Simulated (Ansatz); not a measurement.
## ZrS$_{2}$: a changed input and its effect

System: ZrS$_{2}$ (P1, 3 atoms in the cell).
Method of run A: DFT PBEsol, scalar-relativistic, plane waves, PAW, no spin polarisation (Ansatz 0.2.0).

Text and figures count atoms from 1; the logs count them from 0 in places.

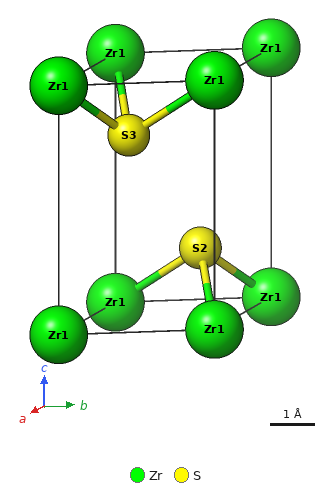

Fig. 1: The structure as given in the input (ball-and-stick view of the cell of the calculation, seen slightly off an axis; atoms are numbered from 1 in the order of the input).

**Input, run A**
```yaml
crystal:
  lattice:
    - [3.627273151, 0.0, 0.0]
    - [-1.8136365755, 3.1413106952, 0.0]
    - [0.0, 0.0, 5.8763377077]
  atoms:
    - { symbol: Zr, position: [0.0, 0.0, 0.0] }
    - { symbol: S, position: [0.3333333333, 0.6666666667, 0.247406065] }
    - { symbol: S, position: [0.6804511262, 0.3333333333, 0.752593935] }
basis:
  ecutwfc: 420
  ecutrho_ratio: 4
kpoints:
  mp_grid: { grid: [10, 10, 6] }
hamiltonian:
  xc: pbesol
scf:
  occupations: { method: gaussian, width: 0.05 }
output:
  forces: true
  stress: true
  eigenvalues: true
```

Hardware: 4 threads of an Arm (aarch64) CPU, shared host.

**Output, shortened to warnings, some set-up lines, iterations and results (run A)**
```
Basis set: ecut = 420 eV, 1303 PW (Γ), exchange–correlation on 50×50×80 points (8 copies of the dense FFT grid, shifted against one another)
Symmetry: 1 space group operations
k-points: 304 of 600 (time reversal used)
Initial density: superposition of atomic densities (neutral atoms: chi_scale 0, normalization atom), corrected by the library's trained network
[...]
SCF iter   1: F=—  HF=-5903.158031 eV  |F-HF|=—  |Δ(HF+E_count)|=         —  Δρ=5.44e-3  dr2=4.25e-2  ethr=1.77e-3  ⟨swp⟩=5.3  Hψ=26993  notcnv=0
SCF iter   2: F=—  HF=-5903.149691 eV  |F-HF|=—  |Δ(HF+E_count)|=   8.34e-3  Δρ=1.73e-3  dr2=1.97e-3  ethr=1.77e-4  ⟨swp⟩=2.0  Hψ=7806  notcnv=0
SCF iter   3: F=—  HF=-5903.149531 eV  |F-HF|=—  |Δ(HF+E_count)|=   1.60e-4  Δρ=8.69e-4  dr2=5.20e-4  ethr=8.22e-6  ⟨swp⟩=2.0  Hψ=6941  notcnv=0
SCF iter   4: F=—  HF=-5903.149547 eV  |F-HF|=—  |Δ(HF+E_count)|=   1.59e-5  Δρ=1.30e-4  dr2=1.12e-5  ethr=2.16e-6  ⟨swp⟩=2.4  Hψ=7916  notcnv=0
SCF iter   5: F=—  HF=-5903.149598 eV  |F-HF|=—  |Δ(HF+E_count)|=   5.04e-5  Δρ=2.99e-5  dr2=8.85e-7  ethr=4.66e-8  ⟨swp⟩=2.2  Hψ=7016  notcnv=0
SCF iter   6: F=-5903.149599 eV  HF=-5903.149599 eV  |F-HF|=4.57e-8  |Δ(HF+E_count)|=   1.27e-6  Δρ=7.16e-6  dr2=6.53e-8  ethr=4.17e-10  ⟨swp⟩=6.0  Hψ=23706  notcnv=0
SCF 1 converged in 6 iterations: F = -5903.149599 eV  dr2 = 6.53e-8
SCF converged after 6 iterations
Free energy (F): -5903.149599 eV
Harris-Foulkes:  -5903.149599 eV  (|F-HF|=4.57e-8)
Internal energy: -5903.149599 eV  (E = F + TS)
E sigma→0 (E₀):  -5903.149599 eV
Fermi energy:    7.599185 eV
--- Per-component energies (eV) ---
  E_band       = -161.528233
  E_kinetic    = 546.908045
  E_local      = -1295.172168  (includes V_loc(G=0)·N_el)
  E_nonlocal   = 136.716845
  E_hartree    = 453.398196
  E_xc         = -353.611041
  E_vxc        = -366.185641  (∫ρ·V_xc dr)
  E_paw        = -4067.745698  (= ΣΔE_a)
  E_vpaw       = -90.597921  (= ΣTr[D̂ρ^β])
  E_aug_tail   = 0.000025  (compensation charges beyond the density's cutoff)
  E_ewald      = -1323.933424
  E_core_change = 0.289619  (= ΣΔE_core)
  E_smearing   = -0.000000  (= −TS)
  E_closure    = -0.000000  (closes the sum)
  Σ components = -5903.149599   (vs F -5903.149599, Δ=0.00e0)
--- Forces (eV/Å), atoms counted from 1 ---
  atom   1  Zr     0.08747260    -0.01285118     0.02017296
  atom   2  S      0.14025981    -0.00114468    -0.00885271
  atom   3  S     -0.22773452     0.01399584    -0.01131099
  max |Σ_I F_I| component: 9.27e-6 eV/Å
--- Stress (GPa, compression-positive) ---
        0.025281      -0.444107       1.250693
       -0.444107       0.001335      -0.053995
        1.250693      -0.053995       0.052939
  P = ⅓ Tr σ = 0.0265 GPa (0.265 kbar)
```

For run B the input was changed thus:
```diff
-    - [0.0, 0.0, 5.8763377077]
+    - [0.0, 0.0, 5.9351010848]
-    - { symbol: S, position: [0.6804511262, 0.3333333333, 0.752593935] }
+    - { symbol: S, position: [0.6666666667, 0.3333333333, 0.752593935] }
```

Predict how the results change.

With the same functional and potentials, run B lies 1.0 meV per atom lower. The gap on the mesh goes from 0.73 to 0.76 eV. The pressure goes from 0.03 to −0.88 GPa. The largest force goes from 0.228 to 0.168 eV/Å. The volume per atom goes from 22.32 to 22.54 Å³. The number of SCF iterations is the same. The irreducible k-points go from 304 to 72. The plane waves at Γ go from 1303 to 1315.

**Output, shortened to warnings, some set-up lines, iterations and results (run B)**
```
Basis set: ecut = 420 eV, 1315 PW (Γ), exchange–correlation on 50×50×80 points (8 copies of the dense FFT grid, shifted against one another)
Symmetry: 12 space group operations
k-points: 72 of 600
Initial density: superposition of atomic densities (neutral atoms: chi_scale 0, normalization atom), corrected by the library's trained network
[...]
SCF iter   1: F=—  HF=-5903.161079 eV  |F-HF|=—  |Δ(HF+E_count)|=         —  Δρ=5.39e-3  dr2=4.30e-2  ethr=1.77e-3  ⟨swp⟩=5.3  Hψ=6380  notcnv=0
SCF iter   2: F=—  HF=-5903.152641 eV  |F-HF|=—  |Δ(HF+E_count)|=   8.44e-3  Δρ=1.70e-3  dr2=1.92e-3  ethr=1.79e-4  ⟨swp⟩=2.0  Hψ=1870  notcnv=0
SCF iter   3: F=—  HF=-5903.152482 eV  |F-HF|=—  |Δ(HF+E_count)|=   1.60e-4  Δρ=8.66e-4  dr2=5.23e-4  ethr=7.98e-6  ⟨swp⟩=2.0  Hψ=1635  notcnv=0
SCF iter   4: F=—  HF=-5903.152495 eV  |F-HF|=—  |Δ(HF+E_count)|=   1.37e-5  Δρ=1.31e-4  dr2=1.11e-5  ethr=2.18e-6  ⟨swp⟩=2.6  Hψ=1988  notcnv=0
SCF iter   5: F=—  HF=-5903.152557 eV  |F-HF|=—  |Δ(HF+E_count)|=   6.12e-5  Δρ=2.93e-5  dr2=8.80e-7  ethr=4.61e-8  ⟨swp⟩=2.2  Hψ=1646  notcnv=0
SCF iter   6: F=-5903.152558 eV  HF=-5903.152558 eV  |F-HF|=5.39e-8  |Δ(HF+E_count)|=   1.26e-6  Δρ=7.52e-6  dr2=7.28e-8  ethr=4.17e-10  ⟨swp⟩=6.0  Hψ=5591  notcnv=0
SCF 1 converged in 6 iterations: F = -5903.152558 eV  dr2 = 7.28e-8
SCF converged after 6 iterations
Free energy (F): -5903.152558 eV
Harris-Foulkes:  -5903.152558 eV  (|F-HF|=5.39e-8)
Internal energy: -5903.152558 eV  (E = F + TS)
E sigma→0 (E₀):  -5903.152558 eV
Fermi energy:    7.449943 eV
--- Per-component energies (eV) ---
  E_band       = -164.449392
  E_kinetic    = 546.213187
  E_local      = -1307.684604  (includes V_loc(G=0)·N_el)
  E_nonlocal   = 136.688924
  E_hartree    = 458.372790
  E_xc         = -353.357050
  E_vxc        = -365.850655  (∫ρ·V_xc dr)
  E_paw        = -4067.712272  (= ΣΔE_a)
  E_vpaw       = -90.568479  (= ΣTr[D̂ρ^β])
  E_aug_tail   = 0.000025  (compensation charges beyond the density's cutoff)
  E_ewald      = -1315.963177
  E_core_change = 0.289619  (= ΣΔE_core)
  E_smearing   = -0.000000  (= −TS)
  E_closure    = 0.000000  (closes the sum)
  Σ components = -5903.152558   (vs F -5903.152558, Δ=0.00e0)
--- Forces (eV/Å), atoms counted from 1 ---
  atom   1  Zr     0.00000000     0.00000000     0.00000000
  atom   2  S     -0.00000000    -0.00000000    -0.16794557
  atom   3  S     -0.00000000     0.00000000     0.16794557
  max |Σ_I F_I| component: 3.70e-17 eV/Å
--- Stress (GPa, compression-positive) ---
       -0.683426       0.000000       0.000000
        0.000000      -0.683426       0.000000
        0.000000       0.000000      -1.273529
  P = ⅓ Tr σ = -0.8801 GPa (-8.801 kbar)
```

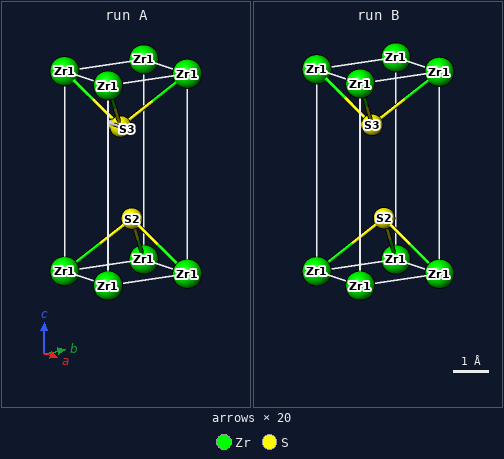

Fig. 2: The two input geometries at one scale (ball-and-stick view of the cell of the calculation, seen slightly off an axis). The white arrows on the first give the shifts of the atoms relative to the cell, magnified 20 times. The largest move relative to the cell is that of S3, 0.050 Å. Zr stays in place. Cell: a = b stay at 3.627 Å, c 5.876 → 5.935 Å (+1.0 %). Volume +1.0 %. Among the contacts that change: Zr1–S3 2.514 → 2.558 Å, Zr1–S2 2.549 → 2.558 Å.

**The two runs side by side**

| quantity | run A | run B |
| --- | --- | --- |
| outcome | converged | converged |
| free energy per atom (eV) | −1967.7165 | −1967.7175 |
| gap on the mesh (eV) | 0.73 | 0.76 |
| pressure (GPa) | 0.03 | −0.88 |
| volume per atom (Å³) | 22.32 | 22.54 |
| largest force (eV/Å) | 0.228 | 0.168 |
| SCF iterations | 6 | 6 |
| irreducible k-points | 304 | 72 |
| plane waves at Γ | 1303 | 1315 |
| wall time (shared host) | 12 s | 2 s |
